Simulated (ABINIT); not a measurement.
**Effective mass calculation, with input and output: GaP (part 3 of 3)**

Continued. System: GaP (F-43m, 2 atoms in the cell). Method: Kohn-Sham DFT of a periodic cell, PBE, spin-orbit coupling, Ansatz PAW PBE default generated set, frozen core, no spin polarisation (ABINIT 10.8.3); cutoff 419.06 eV, 6×6×6 k-mesh, fixed occupations. The structure derives from an entry of the Crystallography Open Database.

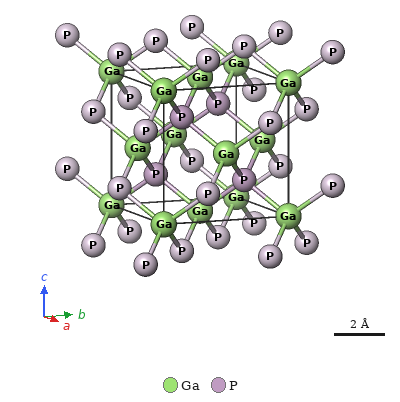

Fig. 1: The structure as given in the input (ball-and-stick view of the cell 4 times as large as that of the calculation, set on its symmetry axes, seen slightly off an axis; neighbours outside the cell are drawn fainter).

Output, continued:
```
     iter   2DEtotal(Ha)        deltaE(Ha) residm    vres2
-ETOT  1  -44.785136835989     -4.479E+01 4.564E-01 0.000E+00
 ETOT  2  -44.922058662051     -1.369E-01 1.774E-03 0.000E+00
 ETOT  3  -44.924364451894     -2.306E-03 9.306E-04 0.000E+00
 ETOT  4  -44.924415136965     -5.069E-05 2.422E-04 0.000E+00
 ETOT  5  -44.924416378021     -1.241E-06 1.902E-03 0.000E+00
 ETOT  6  -44.924416413401     -3.538E-08 1.148E-04 0.000E+00
 ETOT  7  -44.924416414459     -1.058E-09 8.441E-04 0.000E+00
 ETOT  8  -44.924416414491     -3.286E-11 5.172E-05 0.000E+00
 ETOT  9  -44.924416414493     -1.151E-12 3.847E-04 0.000E+00
 ETOT 10  -44.924416414492      8.527E-14 2.365E-05 0.000E+00
[... 86 further cycles ...]
 ETOT 97  -44.924416414492     -4.263E-14 2.227E-18 0.000E+00
 ETOT 98  -44.924416414492      0.000E+00 1.186E-19 0.000E+00
 ETOT 99  -44.924416414492      0.000E+00 1.060E-18 0.000E+00
 ETOT  100  -44.924416414492      0.000E+00 5.634E-20 0.000E+00
 ETOT  101  -44.924416414492     -1.421E-14 5.044E-19 0.000E+00
 ETOT  102  -44.924416414492      7.105E-15 2.677E-20 0.000E+00
 ETOT  103  -44.924416414492      1.421E-14 2.401E-19 0.000E+00
 ETOT  104  -44.924416414492      1.421E-14 1.272E-20 0.000E+00
 ETOT  105  -44.924416414492     -1.421E-14 1.143E-19 0.000E+00
 ETOT  106  -44.924416414492     -1.421E-14 9.506E-21 0.000E+00

 At SCF step  106   max residual=  9.51E-21 < tolwfr=  1.00E-20 =>converged.
================================================================================

 ----iterations are completed or convergence reached----

 Mean square residual over all n,k,spin=   52.798E-22; max=  95.064E-22
 dfpt_looppert : ek2=    3.9382080083E+01
          f-sum rule ratio=    2.1932493348E+00 (note : ecutsm/=0)
 Expectation of eigenvalue derivatives (hartree) for nkpt=   1  k points:
  (in case of degenerate eigenvalues, averaged derivative)
 kpt#   1, nband= 24, wtk=  1.00000, kpt=  0.0000  0.0000  0.0000 (reduced coord)
   0.00000    0.00000    0.00000    0.00000   -0.00000   -0.00000    0.00000    0.00000
   0.00000    0.00000    0.00000    0.00000    0.00000    0.00000    0.00000    0.00000
   0.00000    0.00000   -0.00000   -0.00000   -0.00000   -0.00000    0.00001    0.00001

 2DEtotal=   -0.4492441641E+02 Ha. Also 2DEtotal=   -0.122245564693E+04 eV
    (  non-var. 2DEtotal :   -4.4924416415E+01 Ha)

--------------------------------------------------------------------------------
 Perturbation wavevector (in red.coord.)   0.000000  0.000000  0.000000
 Perturbation : derivative vs k along direction   3
 The set of symmetries contains only one element for this perturbation.
 symkpt : not enough symmetry to change the number of k points.

--------------------------------------------------------------------------------

--------------------------------------------------------------------------------

 Initialisation of the first-order wave-functions :
  ireadwf=   0

--- !BeginCycle
iteration_state: {dtset: 3, }
solver: {iscf: -3, nstep: 200, nline: 4, wfoptalg: 10, }
tolerances: {tolwfr: 1.00E-20, }
...

     iter   2DEtotal(Ha)        deltaE(Ha) residm    vres2
-ETOT  1  -44.789426738040     -4.479E+01 4.782E-01 0.000E+00
 ETOT  2  -44.922293616034     -1.329E-01 3.070E-03 0.000E+00
 ETOT  3  -44.924370895464     -2.077E-03 1.082E-03 0.000E+00
 ETOT  4  -44.924415332538     -4.444E-05 5.348E-04 0.000E+00
 ETOT  5  -44.924416384284     -1.052E-06 2.478E-03 0.000E+00
 ETOT  6  -44.924416412829     -2.855E-08 2.891E-04 0.000E+00
 ETOT  7  -44.924416413645     -8.155E-10 1.283E-03 0.000E+00
 ETOT  8  -44.924416413669     -2.415E-11 1.485E-04 0.000E+00
 ETOT  9  -44.924416413670     -7.461E-13 6.755E-04 0.000E+00
 ETOT 10  -44.924416413670     -4.974E-14 7.669E-05 0.000E+00
[... 110 further cycles ...]
 ETOT  121  -44.924416413670      4.263E-14 7.996E-19 0.000E+00
 ETOT  122  -44.924416413670     -3.553E-14 7.189E-20 0.000E+00
 ETOT  123  -44.924416413670      1.421E-14 4.345E-19 0.000E+00
 ETOT  124  -44.924416413670      7.105E-15 3.907E-20 0.000E+00
 ETOT  125  -44.924416413670     -1.421E-14 2.361E-19 0.000E+00
 ETOT  126  -44.924416413670      0.000E+00 2.122E-20 0.000E+00
 ETOT  127  -44.924416413670      2.842E-14 1.283E-19 0.000E+00
 ETOT  128  -44.924416413670     -2.132E-14 1.153E-20 0.000E+00
 ETOT  129  -44.924416413670     -4.263E-14 6.969E-20 0.000E+00
 ETOT  130  -44.924416413670      3.553E-14 9.370E-21 0.000E+00

 At SCF step  130   max residual=  9.37E-21 < tolwfr=  1.00E-20 =>converged.
================================================================================

 ----iterations are completed or convergence reached----

 Mean square residual over all n,k,spin=   52.352E-22; max=  93.705E-22
 dfpt_looppert : ek2=    3.9382080083E+01
          f-sum rule ratio=    2.1932493347E+00 (note : ecutsm/=0)
 Expectation of eigenvalue derivatives (hartree) for nkpt=   1  k points:
  (in case of degenerate eigenvalues, averaged derivative)
 kpt#   1, nband= 24, wtk=  1.00000, kpt=  0.0000  0.0000  0.0000 (reduced coord)
   0.00000    0.00000    0.00000    0.00000    0.00000    0.00000    0.00000    0.00000
   0.00000    0.00000   -0.00000   -0.00000   -0.00000   -0.00000   -0.00000   -0.00000
  -0.00000   -0.00000   -0.00000   -0.00000   -0.00000   -0.00000    0.00001    0.00001

 2DEtotal=   -0.4492441641E+02 Ha. Also 2DEtotal=   -0.122245564691E+04 eV
    (  non-var. 2DEtotal :   -4.4924416414E+01 Ha)

 CALCULATION OF EFFECTIVE MASSES
 NOTE : Additional infos (eff. mass eigenvalues, eigenvectors and, if degenerate, average mass) are available in stdout.

--- !WARNING
message: |
    Effective masses calculations require given k-point(s) to be band extrema for given bands, but max abs gradient of band(s) was found to be greater than 1e-5. Abinit will continue anyway.
...

--- !WARNING
message: |
    Effective masses calculations require given k-point(s) to be band extrema for given bands, but max abs gradient of band(s) was found to be greater than 1e-5. Abinit will continue anyway.
...

--- !WARNING
message: |
    Effective masses calculations require given k-point(s) to be band extrema for given bands, but max abs gradient of band(s) was found to be greater than 1e-5. Abinit will continue anyway.
...

 COMMENTS:
 - At k-point ( 0.000, 0.000, 0.000), bands    15 through    18
   are DEGENERATE (effective mass tensor is therefore not defined).
   See Section IIIB Eqs. (67)-(70) and Appendix E of PRB 93 205147 (2016).
 - Angular average effective mass for Frohlich model is to be averaged over degenerate bands. See later.
 - Associated theta integrals calculated with ntheta=    100 points.

 K-point ( 0.000, 0.000, 0.000) | band =    15
 Transport equivalent effective mass tensor:
             -0.1162397467             -0.0000000001              0.0000000000
             -0.0000000001             -0.1162397466              0.0000000001
              0.0000000000              0.0000000001             -0.1162397466
 Transport equivalent effective mass tensor eigenvalues:
             -0.1162397468             -0.1162397466             -0.1162397465
 Angular average effective mass 1/(<1/m>)=  -0.1137020502
 Angular average effective mass for Frohlich model (<m**0.5>)**2=  -0.1138734266
 Effective masses along directions: (cart. coord. / red. coord. -> eff. mass)
    1:   1.000000  0.000000  0.000000 /   0.000000  0.707107  0.707107 ->  -0.1276880255
    2:   0.000000  1.000000  0.000000 /   0.707107  0.000000  0.707107 ->  -0.1276880255
    3:   0.000000  0.000000  1.000000 /   0.707107  0.707107  0.000000 ->  -0.1276880254
    4:   0.707107  0.707107  0.000000 /   0.408248  0.408248  0.816497 ->  -0.1108347706
    5:   0.577350  0.577350  0.577350 /   0.577350  0.577350  0.577350 ->  -0.1070223252

 K-point ( 0.000, 0.000, 0.000) | band =    16
 Transport equivalent effective mass tensor:
             -0.1162397467             -0.0000000001             -0.0000000000
             -0.0000000001             -0.1162397467              0.0000000001
             -0.0000000000              0.0000000001             -0.1162397466
 Transport equivalent effective mass tensor eigenvalues:
             -0.1162397468             -0.1162397467             -0.1162397465
 Angular average effective mass 1/(<1/m>)=  -0.1137020502
 Angular average effective mass for Frohlich model (<m**0.5>)**2=  -0.1138734266
 Effective masses along directions: (cart. coord. / red. coord. -> eff. mass)
    1:   1.000000  0.000000  0.000000 /   0.000000  0.707107  0.707107 ->  -0.1276880255
    2:   0.000000  1.000000  0.000000 /   0.707107  0.000000  0.707107 ->  -0.1276880255
    3:   0.000000  0.000000  1.000000 /   0.707107  0.707107  0.000000 ->  -0.1276880254
    4:   0.707107  0.707107  0.000000 /   0.408248  0.408248  0.816497 ->  -0.1108347707
    5:   0.577350  0.577350  0.577350 /   0.577350  0.577350  0.577350 ->  -0.1070223252

 K-point ( 0.000, 0.000, 0.000) | band =    17
 Transport equivalent effective mass tensor:
             -1.0130263633             -0.0000000004             -0.0000000000
             -0.0000000004             -1.0130263630              0.0000000004
             -0.0000000000              0.0000000004             -1.0130263630
 Transport equivalent effective mass tensor eigenvalues:
             -1.0130263636             -1.0130263631             -1.0130263625
 Angular average effective mass 1/(<1/m>)=  -0.6152962911
 Angular average effective mass for Frohlich model (<m**0.5>)**2=  -0.6402099575
 Effective masses along directions: (cart. coord. / red. coord. -> eff. mass)
    1:   1.000000  0.000000  0.000000 /   0.000000  0.707107  0.707107 ->  -0.3863149476
    2:   0.000000  1.000000  0.000000 /   0.707107  0.000000  0.707107 ->  -0.3863149476
    3:   0.000000  0.000000  1.000000 /   0.707107  0.707107  0.000000 ->  -0.3863149476
    4:   0.707107  0.707107  0.000000 /   0.408248  0.408248  0.816497 ->  -0.7154559740
    5:   0.577350  0.577350  0.577350 /   0.577350  0.577350  0.577350 ->  -0.9291050119

 K-point ( 0.000, 0.000, 0.000) | band =    18
 Transport equivalent effective mass tensor:
             -1.0130263634             -0.0000000004              0.0000000000
             -0.0000000004             -1.0130263630              0.0000000004
              0.0000000000              0.0000000004             -1.0130263630
 Transport equivalent effective mass tensor eigenvalues:
             -1.0130263637             -1.0130263631             -1.0130263625
 Angular average effective mass 1/(<1/m>)=  -0.6152962912
 Angular average effective mass for Frohlich model (<m**0.5>)**2=  -0.6402099576
 Effective masses along directions: (cart. coord. / red. coord. -> eff. mass)
    1:   1.000000  0.000000  0.000000 /   0.000000  0.707107  0.707107 ->  -0.3863149477
    2:   0.000000  1.000000  0.000000 /   0.707107  0.000000  0.707107 ->  -0.3863149476
    3:   0.000000  0.000000  1.000000 /   0.707107  0.707107  0.000000 ->  -0.3863149477
    4:   0.707107  0.707107  0.000000 /   0.408248  0.408248  0.816497 ->  -0.7154559741
    5:   0.577350  0.577350  0.577350 /   0.577350  0.577350  0.577350 ->  -0.9291050120

 Angular average effective mass for Frohlich model, averaged over degenerate bands.
 Value of     (<<m**0.5>>)**2 =     3.235235E-01
 Absolute Value of <<m**0.5>> =     5.687913E-01

 COMMENTS:
 - At k-point ( 0.000, 0.000, 0.000), bands    19 through    20
   are DEGENERATE (effective mass tensor is therefore not defined).
   See Section IIIB Eqs. (67)-(70) and Appendix E of PRB 93 205147 (2016).
 - Angular average effective mass for Frohlich model is to be averaged over degenerate bands. See later.
 - Associated theta integrals calculated with ntheta=    100 points.

 K-point ( 0.000, 0.000, 0.000) | band =    19
 Transport equivalent effective mass tensor:
              0.1000627813              0.0000000000              0.0000000000
              0.0000000000              0.1000627813              0.0000000000
              0.0000000000              0.0000000000              0.1000627813
 Transport equivalent effective mass tensor eigenvalues:
              0.1000627813              0.1000627813              0.1000627813
 Angular average effective mass 1/(<1/m>)=   0.1000627813
 Angular average effective mass for Frohlich model (<m**0.5>)**2=   0.1000627813
 Effective masses along directions: (cart. coord. / red. coord. -> eff. mass)
    1:   1.000000  0.000000  0.000000 /   0.000000  0.707107  0.707107 ->   0.1000627813
    2:   0.000000  1.000000  0.000000 /   0.707107  0.000000  0.707107 ->   0.1000627813
    3:   0.000000  0.000000  1.000000 /   0.707107  0.707107  0.000000 ->   0.1000627813
    4:   0.707107  0.707107  0.000000 /   0.408248  0.408248  0.816497 ->   0.1000627813
    5:   0.577350  0.577350  0.577350 /   0.577350  0.577350  0.577350 ->   0.1000627813

 K-point ( 0.000, 0.000, 0.000) | band =    20
 Transport equivalent effective mass tensor:
              0.1000627813              0.0000000000              0.0000000000
              0.0000000000              0.1000627813              0.0000000000
              0.0000000000              0.0000000000              0.1000627813
 Transport equivalent effective mass tensor eigenvalues:
              0.1000627813              0.1000627813              0.1000627813
 Angular average effective mass 1/(<1/m>)=   0.1000627813
 Angular average effective mass for Frohlich model (<m**0.5>)**2=   0.1000627813
 Effective masses along directions: (cart. coord. / red. coord. -> eff. mass)
    1:   1.000000  0.000000  0.000000 /   0.000000  0.707107  0.707107 ->   0.1000627813
    2:   0.000000  1.000000  0.000000 /   0.707107  0.000000  0.707107 ->   0.1000627813
    3:   0.000000  0.000000  1.000000 /   0.707107  0.707107  0.000000 ->   0.1000627813
    4:   0.707107  0.707107  0.000000 /   0.408248  0.408248  0.816497 ->   0.1000627813
    5:   0.577350  0.577350  0.577350 /   0.577350  0.577350  0.577350 ->   0.1000627813

 Angular average effective mass for Frohlich model, averaged over degenerate bands.
 Value of     (<<m**0.5>>)**2 =     1.000628E-01
 Absolute Value of <<m**0.5>> =     3.163270E-01

 END OF EFFECTIVE MASSES SECTION

================================================================================

 ---- first-order wavefunction calculations are completed ----

 respfn : d/dk was computed, but no 2DTE, so no DDB output.

== END DATASET(S) ==============================================================
================================================================================

 -outvars: echo values of variables after computation  --------
            acell      7.3574517514E+00  7.3574517514E+00  7.3574517514E+00 Bohr
           etotal1    -8.5772634150E+01
           etotal3    -4.4924416414E+01
            fcart1     1.2635916944E-31  2.5271833887E-32 -1.2635916944E-31
                      -1.2635916944E-31 -2.5271833887E-32  1.2635916944E-31
            rprim      0.0000000000E+00  7.0710678120E-01  7.0710678120E-01
                       7.0710678120E-01  0.0000000000E+00  7.0710678120E-01
                       7.0710678120E-01  7.0710678120E-01  0.0000000000E+00
           strten1    -9.7633401381E-08 -9.7633401381E-08 -9.7633401383E-08
                       0.0000000000E+00  0.0000000000E+00  0.0000000000E+00
           xangst      0.0000000000E+00  0.0000000000E+00  0.0000000000E+00
                       4.1295698523E+00  4.1295698523E+00  4.1295698523E+00
             xred      0.0000000000E+00  0.0000000000E+00  0.0000000000E+00
                       7.5000000000E-01  7.5000000000E-01  7.5000000000E-01
 Calculation completed.
```

The run was set up as follows.

The input:
```
# Datasets
ndtset 3

# Pseudopotentials
pp_dirpath "./"
pseudos "Ga.GGA_PBE-ansatz.xml, P.GGA_PBE-ansatz.xml"

# Structure
acell 7.3574517514 7.3574517514 7.3574517514
rprim
     0.0000000000     0.7071067812     0.7071067812
     0.7071067812     0.0000000000     0.7071067812
     0.7071067812     0.7071067812     0.0000000000
ntypat 2
znucl 31 15
natom 2
typat 1 2
chkprim 0
chksymtnons 0
tolsym 1.0e-6
xred
            0.0            0.0            0.0
            3/4            3/4            3/4

# Plane-wave basis
ecut 15.4
pawecutdg 30.8
pawovlp 30
ecutsm 0.5

# Exchange and correlation
ixc 11

# Bands and occupations
occopt 1

# Spin
nspinor 2
nspden 1
pawspnorb 1

# SCF cycle
nstep 80
diemac 6.0

# Output
iomode 3
prteig 0
prtebands 0

# Dataset 1: ground state
kptopt1 4
ngkpt1 6 6 6
nshiftk1 1
shiftk1 0.0 0.0 0.0
nband1 18
tolvrs1 1.0e-11
prtden1 1
prtwf1 0

# Datasets 2 and 3: the band edges
kptopt2 0
nkpt2 1
kpt2
  0.0 0.0 0.0
istwfk2 1*1
nband2 24
getden2 1
kptopt3 0
nkpt3 1
kpt3
  0.0 0.0 0.0
istwfk3 1*1
nband3 24
getden3 1

# Dataset 2: bands at fixed density
iscf2 -2
nbdbuf2 2
tolwfr2 1.0e-20
nstep2 200

# Dataset 3: effective masses
iscf3 -3
getwfk3 2
rfelfd3 2
rfdir3 1 1 1
nqpt3 1
qpt3 0.0 0.0 0.0
tolwfr3 1.0e-20
nbdbuf3 2
nstep3 200
efmas3 1
efmas_bands3 15 20
efmas_calc_dirs3 1
efmas_n_dirs3 5
efmas_dirs3
  1 0 0
  0 1 0
  0 0 1
  1 1 0
  1 1 1
efmas_ntheta3 100
prtwf3 0
prtden3 0
prtpot3 0
```

Run as:
```bash
abinit run.abi > log 2>&1
```

Results in brief:

| quantity | value |
| --- | --- |
| outcome | converged |
| space group (tolerance 0.01 Å) | F-43m (216) |
| electrons treated | 18 |
| free energy | −2333.9923 eV |
| Fermi energy | 3.395 eV |
| pressure | 0.00 GPa |
| largest force (length of the vector) | under 0.001 eV/Å |
| hardware | 1 thread of Arm Neoverse V1, 24 GiB of memory available, shared host |
| wall time | 95 s |
| peak memory | 0.23 GiB |
